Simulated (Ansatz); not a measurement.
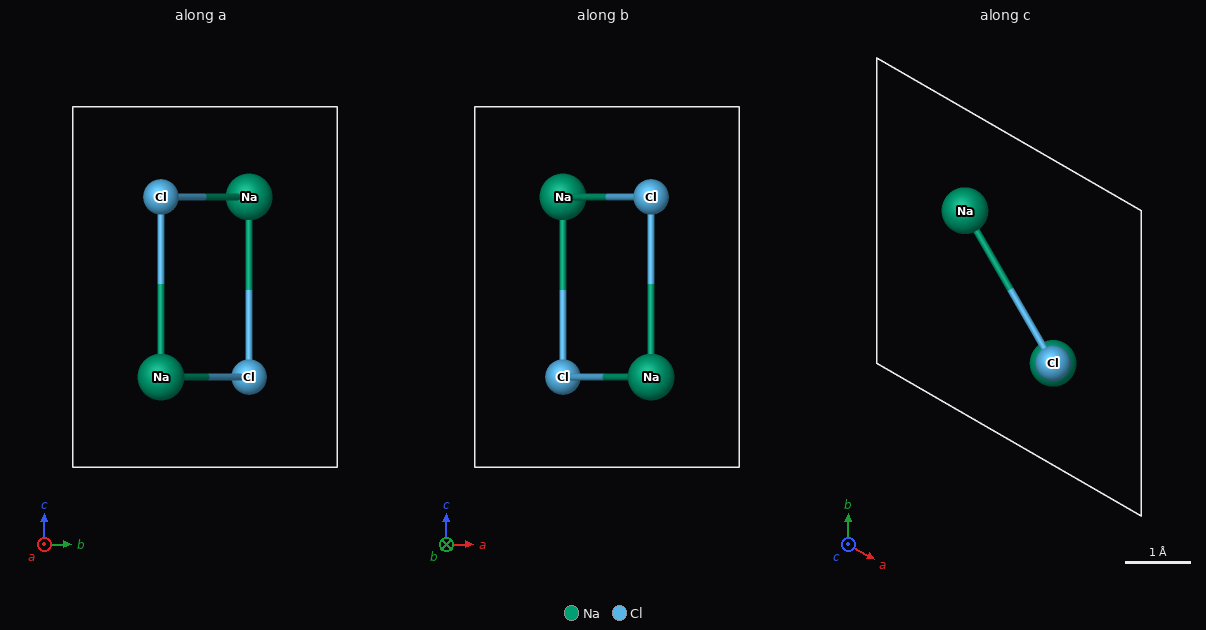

Figure: ball-and-stick view along the a axis, along the b axis and along the c axis. The box is the conventional unit cell; atoms on or close to its faces, edges and corners are drawn wherever they repeat.

Lattice parameters: a = 4.721 Å, b = 4.721 Å, c = 5.569 Å, α = 90.00°, β = 90.00°, γ = 120.00°. Put a along x and b in the xy plane.

**Reconstruct the structure as a POSCAR file.**

```
Na Cl
1.0
     4.721    0.000    0.000
    -2.361    4.089    0.000
     0.000    0.000    5.569
Na Cl
2 2
Direct
  0.3333 0.6667 0.7500
  0.6667 0.3333 0.2500
  0.3333 0.6667 0.2500
  0.6667 0.3333 0.7500
```

Starting structure: a structure type filled with these elements by a generator (whether the compound takes this form wasn't checked). Earlier steps of the study may have refined or changed the cell and positions. It was run through Ansatz as a DFT input.
